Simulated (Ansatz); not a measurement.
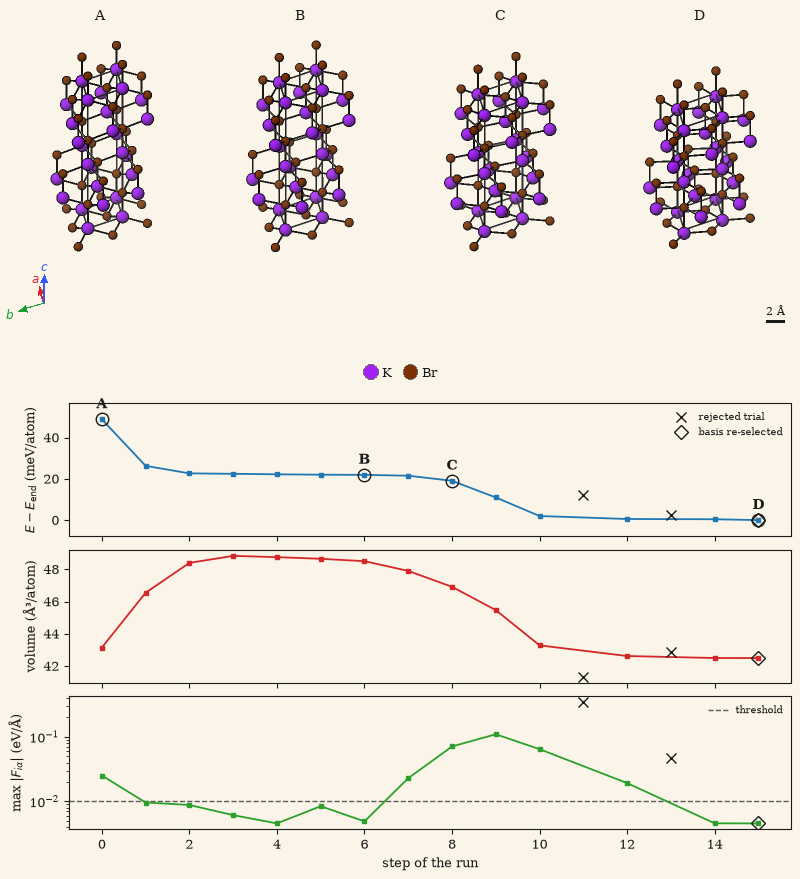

Frames of a relaxation of solid KBr (built on the 4H polytype type), marked on the history of the run. Style: ball-and-stick. Shown: the cell of the calculation, from a free direction.

The calculation used Ansatz, DFT, PBEsol, plane waves, PAW.

The input:
```yaml
crystal:
  lattice:
    - [4.9600534298, 0.0, 0.0]
    - [-2.4800267149, 4.2955322744, 0.0]
    - [0.0, 0.0, 16.1995345018]
  atoms:
    - { symbol: K, position: [0.0, 0.0, 0.0] }
    - { symbol: K, position: [0.3333333333, 0.6666666667, 0.25] }
    - { symbol: K, position: [0.0, 0.0, 0.5] }
    - { symbol: K, position: [0.6666666667, 0.3333333333, 0.75] }
    - { symbol: Br, position: [0.0, 0.0, 0.1875] }
    - { symbol: Br, position: [0.3333333333, 0.6666666667, 0.4375] }
    - { symbol: Br, position: [0.0, 0.0, 0.6875] }
    - { symbol: Br, position: [0.6666666667, 0.3333333333, 0.9375] }
kpoints:
  mp_grid: { grid: [6, 6, 2] }
hamiltonian:
  xc: pbesol
scf:
  occupations: { method: fermi_dirac, width: 0.03 }
relax:
  f_tol: 0.01
  cell: {}
  max_steps: 120
```

Launched with:
```bash
ansatz run input.yaml --threads 4 --pin off --max-ram 4608MiB --backend cpu --events-out ev --progress --plain --runs-dir out
```

### Describe the path.

The largest moves relative to the cell, 0.43 Å, are those of K1, K3, Br6 and Br8. K3 goes along −c. By element the largest moves are K 0.43 Å, Br 0.43 Å. Cell: a = b 4.960 → 5.507 Å (+11.0 %), c 16.200 → 12.945 Å (−20.1 %). Volume −1.5 %. Among the contacts that change: K1–Br7 5.062 → 3.232 Å, K1–Br5 3.037 → 3.240 Å, K1–Br8 3.037 → 3.180 Å. New bonds form: K1–Br7 (5.06 → 3.23 Å), K3–Br5 (5.06 → 3.23 Å). Bond angles that change, for instance: Br6–K3–Br7 109.5° → 89.0°, K2–Br6–K3 109.5° → 89.0°, K1–Br5–K2 109.5° → 90.9°. The space group stays P6_3mc (No. 186). After 12 accepted moves (15 points after the start) the energy has fallen by 48.8 meV per atom. Largest force component: 0.025 eV/Å at the start, 0.0046 eV/Å at the end. Pressure: 1.66 GPa at the start and 0.02 GPa at the end. The line search rejected the trial steps at points 11, 13 of the run. The SCF was repeated once at an unchanged geometry on a basis and grid sized afresh for the cell, which shifted the energy by 0.4 meV per atom at most. Cost: 54 s on 4 threads of Intel(R) Xeon(R) Platinum 8259CL CPU @ 2.50GHz (Skylake/Cascade Lake), on a shared host, peak memory 0.77 GiB. From step 0 to 6: K atoms move most (0.09 Å), volume +12.4 %, energy −26.9 meV per atom. From step 6 to 8: K atoms move most (0.15 Å), volume −3.3 %, energy −2.9 meV per atom. From step 8 to 15: Br atoms move most (0.26 Å), volume −9.4 %, energy −19.0 meV per atom.
